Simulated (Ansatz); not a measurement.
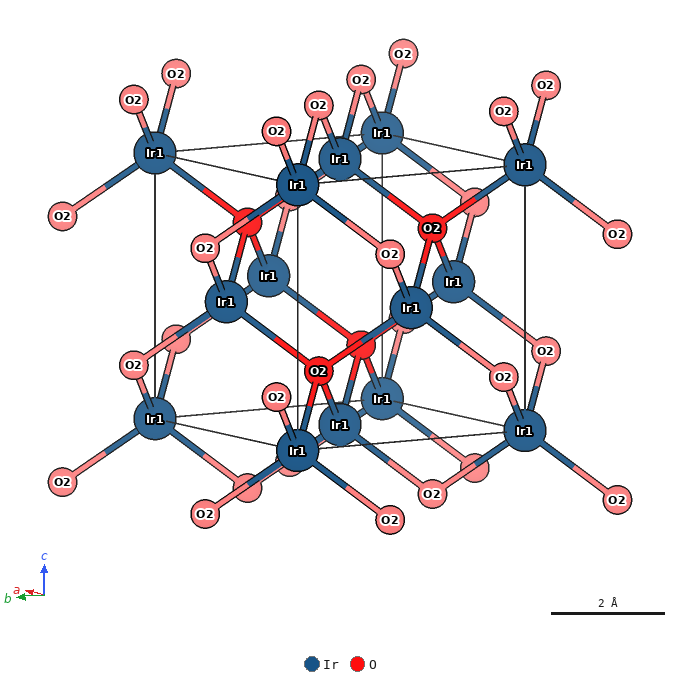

*The structure as given in the input (ball-and-stick view of the cell 4 times as large as that of the calculation, set on its symmetry axes, seen at an oblique angle; neighbours outside the cell are drawn fainter; atoms are numbered from 1 in the order of the input). An atom can appear more than once, as a periodic image.*

Near neighbours in the periodic cell (some may lie outside the picture): Ir has 4 O at 2.07 Å; O has 4 Ir at 2.07 Å.

# Run report: IrO, geometry relaxation

System: IrO (2 atoms in the cell).
Method: DFT PBE, scalar-relativistic, plane waves, PAW, no spin polarisation (Ansatz 0.2.0).

The structure was built on a prototype by a generator; it need not be a known phase. Figures and captions count atoms from 1; the log counts them from 0 in places.

Input:
```yaml
crystal:
  lattice:
    - [0.0, 2.3847436051, 2.3847436051]
    - [2.3847436051, 0.0, 2.3847436051]
    - [2.3847436051, 2.3847436051, 0.0]
  atoms:
    - { symbol: Ir, position: [0.0, 0.0, 0.0] }
    - { symbol: O, position: [0.25, 0.25, 0.25] }
basis:
  ecutwfc: 420
kpoints:
  mp_grid: { grid: [16, 16, 16] }
hamiltonian:
  xc: pbe
scf:
  occupations: { method: gaussian, width: 0.1 }
output:
  forces: true
  stress: true
  eigenvalues: true
  write_density: true
  write_potential: true
  elf: true
  volumetric_format: npy
relax:
  adjacent_minimum: "off"
  f_tol: 0.01
  max_steps: 80
  cell: { stress_tol: 0.05 }
```

Run on 1 thread of Intel Xeon @ 2.50GHz (Skylake/Cascade Lake), 189 GiB of memory available, shared host.

Run as:
```bash
ansatz run input.yaml --threads 1 --pin off --max-ram 2560MiB --backend cpu --events-out ev --progress --plain --runs-dir out
```

The program's output:
```
Engine: ansatz 0.2.0, x86_64-unknown-linux-gnu
Pseudopotentials: kind: paw
Pseudopotential: Ir, paw, valence charge 17, recommended cutoff 420 eV (normal), Ir.paw.azcp
Pseudopotential: O, paw, valence charge 6, recommended cutoff 420 eV (normal), O.paw.azcp
Functional definition: PBE
  parameter kappa = 0.804
  parameter beta = 0.06672455060314922
  exchange = pbe_x(kappa = kappa, mu = beta*pi^2/3)
  correlation = pbe_c(beta = beta)
Crystal: 2 atoms, lattice volume = 27.124 Å³
Basis set: ecut = 420 eV, 531 PW (Γ), exchange–correlation on 48×48×48 points (8 copies of the dense FFT grid, shifted against one another)
Bands: 16, of which v1, the nominal top of the filled ones, is band 12 counted from 1 (11 counted from 0)
Symmetry: 24 space group operations
Space group: F-43m (ITA 216), of the structure as read, at distance tolerance 3.0e-5 Å
k-points: 145 of 4096 (time reversal used)
Non-local potential: Ir, projectors of the file, l = 0: 3, l = 1: 2, l = 2: 2, l = 3: 1
Non-local potential: O, projectors of the file, l = 0: 2, l = 1: 2, l = 2: 1
PAW form: soft (Blöchl's): semilocal exchange-correlation on the pseudo side does not see the compensation charge
PAW one-centre angular grid: Ir, 590 points (default); XC on 64 Gauss nodes
PAW one-centre angular grid: O, 110 points (default); XC on 64 Gauss nodes
Initial density: superposition of atomic densities (neutral atoms: chi_scale 0, normalization atom), corrected by the library's trained network
Initial wavefunctions: pseudopotential atomic-orbital guess
Functional: x = pbe(κ = 0.804, μ = 0.2195149727645171), c = pbe(β = 0.06672455060314922)
SCF iter   1: F=—  HF=-12498.872570 eV  |F-HF|=—  |Δ(HF+E_count)|=         —  Δρ=5.38e-3  dr2=4.49e-3  ethr=1.77e-3  ⟨swp⟩=4.6  Hψ=10067  notcnv=0
preconditioner: auto → LDOS  [metal: Δε(μ)=0.013 eV  Ē_g=11.928 eV  σ=0.100 eV  W_gap=0.08  n_scr=14 (ndim 8)  ℏωp=27.6 eV  f_vac=0.013  D(μ)=2.01/eV (n_scr^D=14)  β→1.0]
SCF iter   2: F=—  HF=-12498.875398 eV  |F-HF|=—  |Δ(HF+E_count)|=   2.83e-3  Δρ=1.27e-3  dr2=2.05e-4  ethr=1.95e-5  ⟨swp⟩=2.0  Hψ=4950  notcnv=0
preconditioner: auto → Kerker (q_TF=auto, 2.654 Å⁻¹)  [metal: Δε(μ)=0.015 eV  Ē_g=11.933 eV  σ=0.100 eV  W_gap=0.08  n_scr=14 (ndim 8)  ℏωp=27.6 eV  f_vac=0.008  D(μ)=2.01/eV (n_scr^D=14)  β→0.5]
SCF iter   3: F=—  HF=-12498.875434 eV  |F-HF|=—  |Δ(HF+E_count)|=   3.59e-5  Δρ=4.59e-4  dr2=3.67e-5  ethr=8.91e-7  ⟨swp⟩=2.1  Hψ=3792  notcnv=0
SCF iter   4: F=—  HF=-12498.875485 eV  |F-HF|=—  |Δ(HF+E_count)|=   5.07e-5  Δρ=2.03e-4  dr2=8.36e-6  ethr=1.60e-7  ⟨swp⟩=2.0  Hψ=3152  notcnv=0
SCF iter   5: F=—  HF=-12498.875490 eV  |F-HF|=—  |Δ(HF+E_count)|=   5.44e-6  Δρ=4.84e-5  dr2=4.90e-7  ethr=3.63e-8  ⟨swp⟩=2.1  Hψ=3104  notcnv=0
SCF iter   6: F=-12498.875491 eV  HF=-12498.875491 eV  |F-HF|=3.31e-10  |Δ(HF+E_count)|=   2.52e-7  Δρ=6.61e-6  dr2=1.28e-8  ethr=4.35e-10  ⟨swp⟩=8.9  Hψ=14877  notcnv=0
SCF 1 converged in 6 iterations: F = -12498.875491 eV  dr2 = 1.28e-8
  greatest PAW one-centre occupation: 1.000 electrons in one spin orbital (limit 2), on the Ir atom at site 0 (counted from 0), in its partial waves of l = 0
relax step   1: F+E_penalty+E_count = -12498.87549052 eV  Δ(F+E_penalty+E_count) = +0.000e0 eV  max|allowed force component| = 3.886e-16 eV/Å  Δτ_max = 0.0000 Å  P = +0.031 GPa  Ω = 27.124 Å³  (6 SCF iters, dr2 threshold 1.00e-7 eV, accepted)
Initial density: handed on by an earlier stage of this run
Initial wavefunctions: pseudopotential atomic-orbital guess (no wavefunctions were taken with the density)
iter 1 solved again at ethr=5.10e-8 eV; its pass at ethr=3.10e-3 eV (dr2=1.17e-5 eV) is discarded
SCF iter   1: F=—  HF=-12498.875469 eV  |F-HF|=—  |Δ(HF+E_count)|=         —  Δρ=7.28e-6  dr2=1.66e-8  ethr=5.10e-8  ⟨swp⟩=3.0  Hψ=16638  notcnv=0
preconditioner: auto → Kerker (q_TF=auto, 2.654 Å⁻¹)  [metal: Δε(μ)=0.015 eV  Ē_g=11.931 eV  σ=0.100 eV  W_gap=0.08  n_scr=14 (ndim 8)  ℏωp=27.6 eV  f_vac=0.006  D(μ)=2.01/eV (n_scr^D=14)]
SCF iter   2: F=—  HF=-12498.875491 eV  |F-HF|=—  |Δ(HF+E_count)|=   2.19e-5  Δρ=5.35e-6  dr2=7.67e-9  ethr=7.21e-11  ⟨swp⟩=2.1  Hψ=3888  notcnv=0
SCF iter   3: F=—  HF=-12498.875491 eV  |F-HF|=—  |Δ(HF+E_count)|=  1.82e-10  Δρ=2.83e-6  dr2=2.64e-9  ethr=3.34e-11  ⟨swp⟩=1.0  Hψ=2320  notcnv=0
SCF iter   4: F=—  HF=-12498.875491 eV  |F-HF|=—  |Δ(HF+E_count)|=  1.46e-11  Δρ=6.93e-7  dr2=9.46e-11  ethr=1.15e-11  ⟨swp⟩=2.3  Hψ=3067  notcnv=0
SCF iter   5: F=—  HF=-12498.875491 eV  |F-HF|=—  |Δ(HF+E_count)|=    0.00e0  Δρ=4.05e-7  dr2=3.25e-11  ethr=1.00e-12  ⟨swp⟩=1.0  Hψ=2320  notcnv=0
iter 6 did not close the SCF: its close was put off for the readings that it lacked (scf_convergence_deferred on its scf_iter line)
SCF iter   6: F=-12498.875491 eV  HF=-12498.875491 eV  |F-HF|=1.27e-11  |Δ(HF+E_count)|=    0.00e0  Δρ=1.95e-7  dr2=8.07e-12  ethr=1.00e-12  ⟨swp⟩=1.0  Hψ=2320  notcnv=0
iter 7 did not close the SCF: its close was put off for the readings that it lacked (scf_convergence_deferred on its scf_iter line)
SCF iter   7: F=-12498.875491 eV  HF=-12498.875491 eV  |F-HF|=1.82e-12  |Δ(HF+E_count)|=  3.64e-12  Δρ=6.79e-8  dr2=9.98e-13  ethr=1.00e-12  ⟨swp⟩=1.0  Hψ=2320  notcnv=0
iter 8 did not close the SCF: its close was put off for the readings that it lacked (scf_convergence_deferred on its scf_iter line)
SCF iter   8: F=-12498.875491 eV  HF=-12498.875491 eV  |F-HF|=0.00e0  |Δ(HF+E_count)|=  3.64e-12  Δρ=8.30e-9  dr2=1.59e-14  ethr=1.00e-12  ⟨swp⟩=1.0  Hψ=2320  notcnv=0
iter 9 did not close the SCF: its close was put off for the readings that it lacked (scf_convergence_deferred on its scf_iter line)
SCF iter   9: F=-12498.875491 eV  HF=-12498.875491 eV  |F-HF|=1.82e-12  |Δ(HF+E_count)|=    0.00e0  Δρ=2.93e-9  dr2=1.73e-15  ethr=1.00e-12  ⟨swp⟩=1.0  Hψ=2320  notcnv=0
SCF iter  10: F=-12498.875491 eV  HF=-12498.875491 eV  |F-HF|=5.46e-12  |Δ(HF+E_count)|=  1.82e-12  Δρ=1.63e-10  dr2=7.16e-18  ethr=1.00e-12  ⟨swp⟩=1.8  Hψ=5435  notcnv=0
SCF 2 converged in 10 iterations: F = -12498.875491 eV  dr2 = 7.16e-18
relax step   2: F+E_penalty+E_count = -12498.87549052 eV  Δ(F+E_penalty+E_count) = -1.119e-9 eV  max|allowed force component| = 3.516e-16 eV/Å  Δτ_max = 0.0000 Å  P = +0.031 GPa  Ω = 27.124 Å³  stress off target by 3.11e-2 GPa  SCF on the basis re-selected at this cell (its energy is not comparable with the rows above)  (10 SCF iters)
```

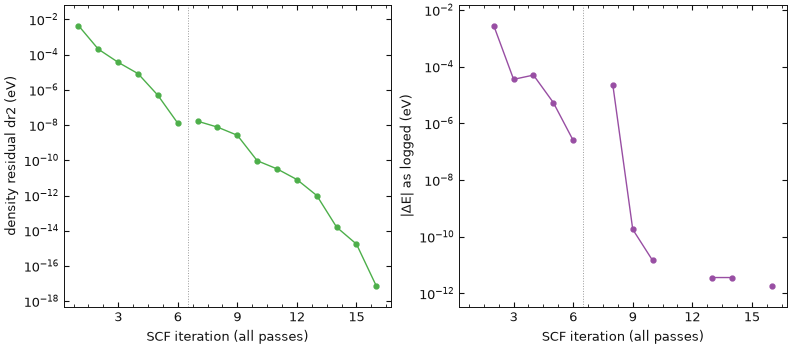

*Convergence of the self-consistent field: density residual dr2 and size of the energy change against the SCF iteration. The dotted lines part the SCF passes of the relaxation: geometry steps, rejected trials and re-solves on a re-selected basis.*

The passes take 6 and 10 iterations.

```
basis re-selected at this cell: Δ(F+E_penalty+E_count) = -1.119e-9 eV, ΔP = +0.000 GPa vs the last step (what re-selecting the basis moved, of the pressure what is left beyond the Pulay correction that the steps carried, after the strain that the cell walked since its last selection, with what the two solves' SCF thresholds leave and, on support functions, any second-order correction that the steps lacked; it is no measure of the basis error at this ecutwfc). This SCF's stress stands 3.11e-2 GPa from its target on what of the cell is left free (relax.cell.stress_tol is 5.00e-2 GPa) and its largest allowed force component is 3.52e-16 eV/Å (relax.f_tol is 1.00e-2 eV/Å): within both
SCF converged after 10 iterations
Free energy (F): -12498.875491 eV
Harris-Foulkes:  -12498.875491 eV  (|F-HF|=5.46e-12)
Internal energy: -12498.865456 eV  (E = F + TS)
E sigma→0 (E₀):  -12498.870473 eV
Entropy (-TS):   -0.010035 eV (-5.017 meV/atom)
Fermi energy:    15.352797 eV
--- Per-component energies (eV) ---
  E_band       = -230.983475
  E_kinetic    = 796.615045
  E_local      = -1910.680763  (includes V_loc(G=0)·N_el)
  E_nonlocal   = 122.367562
  E_hartree    = 709.035055
  E_xc         = -338.475989
  E_vxc        = -389.823999  (∫ρ·V_xc dr)
  E_paw        = -9381.408454  (= ΣΔE_a)
  E_vpaw       = -267.533803  (= ΣTr[D̂ρ^β])
  E_aug_tail   = 0.002374  (compensation charges beyond the density's cutoff)
  E_ewald      = -2496.320286
  E_smearing   = -0.010035  (= −TS)
  E_closure    = 0.000000  (closes the sum)
  Σ components = -12498.875491   (vs F -12498.875491, Δ=0.00e0)
--- Forces (eV/Å), atoms counted from 1 ---
  atom   1  Ir    -0.00000000     0.00000000     0.00000000
  atom   2  O      0.00000000    -0.00000000    -0.00000000
  max |Σ_I F_I| component: 1.85e-16 eV/Å
--- Stress (GPa, compression-positive) ---
        0.031124       0.000000       0.000000
       -0.000000       0.031124      -0.000000
        0.000000      -0.000000       0.031124
  P = ⅓ Tr σ = 0.0311 GPa (0.311 kbar)
--- Band table (eV; the first three rows and the last of 145) ---
  k-point 0: bands = ["-77.2927", "-34.1846", "-34.1846", "-34.1846", "-6.1497", "7.2293", "7.2293", "7.2293", "12.8267", "13.0822", "13.0822", "16.9472", "16.9472", "16.9472", "28.3295", "28.3295"]
  k-point 1: bands = ["-77.2926", "-34.1879", "-34.1851", "-34.1851", "-6.1300", "7.1838", "7.2515", "7.2515", "13.0043", "13.0624", "13.0624", "16.8508", "16.9427", "16.9427", "27.7082", "28.3890"]
  k-point 2: bands = ["-77.2923", "-34.1972", "-34.1865", "-34.1865", "-6.0742", "7.0802", "7.3137", "7.3137", "13.0172", "13.0172", "13.4871", "16.5839", "16.9156", "16.9156", "26.4020", "28.5545"]
  k-point 144: bands = ["-77.2892", "-34.2514", "-34.2342", "-34.2162", "-5.5065", "7.3808", "7.7106", "8.6682", "11.9530", "12.7210", "13.8768", "14.7200", "15.9500", "22.1762", "23.2228", "24.7283"]
--- Relaxed structure (1 steps of the walk, 1 accepted, 1 SCFs on fresh bases) ---
  F+E_penalty+E_count = -12498.87549052 eV   max|allowed force component| = 3.516e-16 eV/Å   (the final SCF, on the basis selected at the relaxed cell)
  cell:  # Å, volume = 27.1241 Å³
    - [0.0, 2.3847436051, 2.3847436051]
    - [2.3847436051, 0.0, 2.3847436051]
    - [2.3847436051, 2.3847436051, 0.0]
  atoms:
    - { symbol: Ir, position: [0.0, 0.0, 0.0] }
    - { symbol: O, position: [0.25, 0.25, 0.25] }
```

Trajectory as extended XYZ (Å, eV, eV/Å), 2 frames, from step=1 to step=2:
```
2
Lattice="0.0000 2.3847 2.3847 2.3847 0.0000 2.3847 2.3847 2.3847 0.0000" Properties=species:S:1:pos:R:3:forces:R:3 step=1 energy=-12498.87549 pressure_GPa=0.03
Ir    0.0000    0.0000    0.0000    0.0000   0.0000   0.0000
O     1.1924    1.1924    1.1924    0.0000   0.0000   0.0000
2
Lattice="0.0000 2.3847 2.3847 2.3847 0.0000 2.3847 2.3847 2.3847 0.0000" Properties=species:S:1:pos:R:3:forces:R:3 step=2 energy=-12498.87549 pressure_GPa=0.03
Ir    0.0000    0.0000    0.0000    0.0000   0.0000   0.0000
O     1.1924    1.1924    1.1924    0.0000   0.0000   0.0000
```

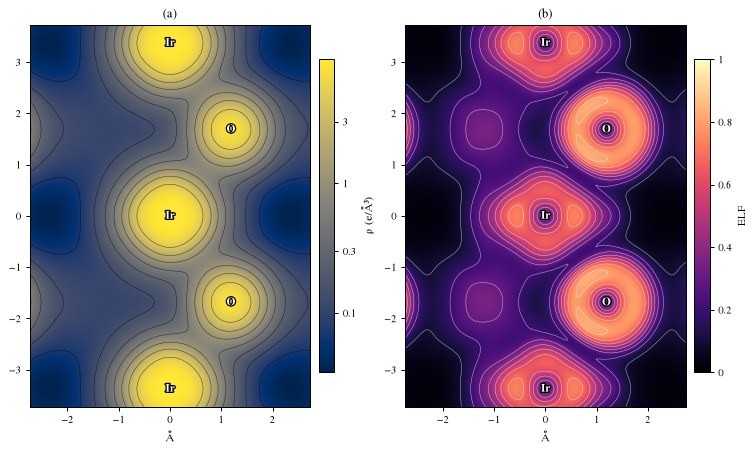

*(a) valence pseudo-density; (b) ELF on the (101) plane of the conventional cell.*

The section cuts through Ir and O sites. Ir–O (2.07 Å): ρ at the midpoint is about 0.82 e/Å³; the ELF peaks at about 0.85 in the valence shell of O, 0.6 Å from its nucleus, and drops to about 0.20 between the two atoms (no shared pair; the contact is polar). Away from the nuclei the density in this plane falls to 0.03 e/Å³ at its lowest. The strong features right at Ir lie inside the PAW spheres (semicore, d or f shells) and say nothing about bonding. The fields are those of the smooth PAW valence density.

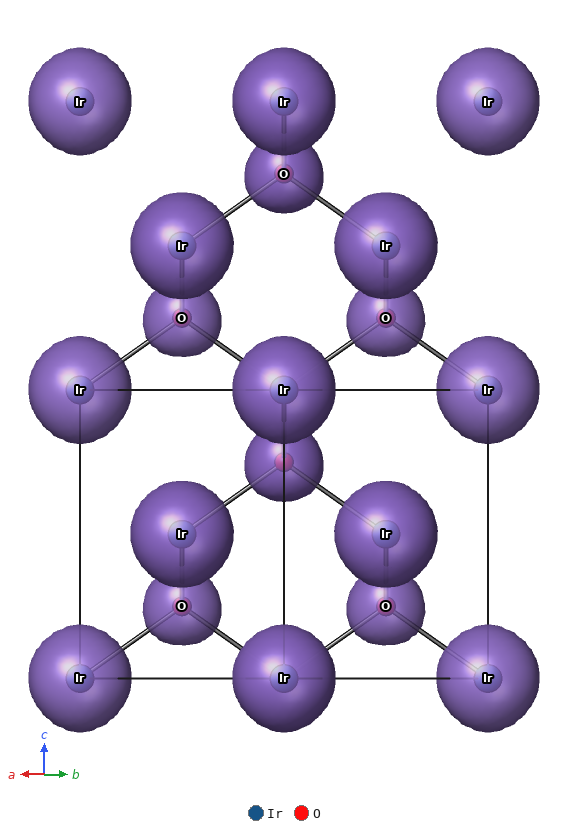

*Isosurface of the valence electron density at 1.5 e/Å³ (purple), seen along [110]. Sticks mark near contacts. The outline is the cell set on symmetry axes.*

At this value the density breaks into separate islands; it holds about 65 % of the electrons treated as valence (semicore included). It is pinched off along the Ir–O (2.07 Å) contacts. On the grid the lowest density along these lines, outside the cores, is 0.78 e/Å³ (Ir–O, 2.07 Å).

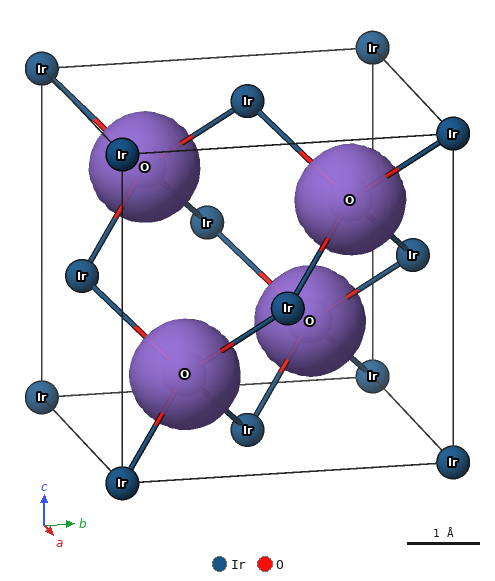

*Isosurface of the electron localisation function at 0.65 (purple), seen slightly off an axis. Only the valence region is drawn (cores and ρ < 0.01 e/Å³ removed). Sticks mark near contacts. The outline is the cell set on symmetry axes.*

Values along the shortest contacts: Ir–O (2.07 Å): the ELF peaks at about 0.85 in the valence shell of O, 0.6 Å from its nucleus, and drops to about 0.20 between the two atoms (no shared pair; the contact is polar).

Summary:

| quantity | value |
| --- | --- |
| outcome | converged |
| space group (tolerance 0.01 Å) | F-43m (216) |
| electrons treated | 23 |
| free energy | −12498.8755 eV |
| Fermi energy | 15.353 eV |
| gap on the k-point mesh | none (metallic) |
| pressure | 0.03 GPa |
| final volume | 27.12 Å³ |
| largest force (length of the vector) at the end | under 0.001 eV/Å |
| final cell | a = 3.373 Å, b = 3.373 Å, c = 3.373 Å, α = 60.00°, β = 60.00°, γ = 60.00° |
| wall time | 23 s |
| peak memory | 0.4 GiB |

Notes:

Spin–orbit coupling is left out, which matters for Ir. The cell holds an odd number of electrons but the run has no spin polarisation, so a band is left half filled.
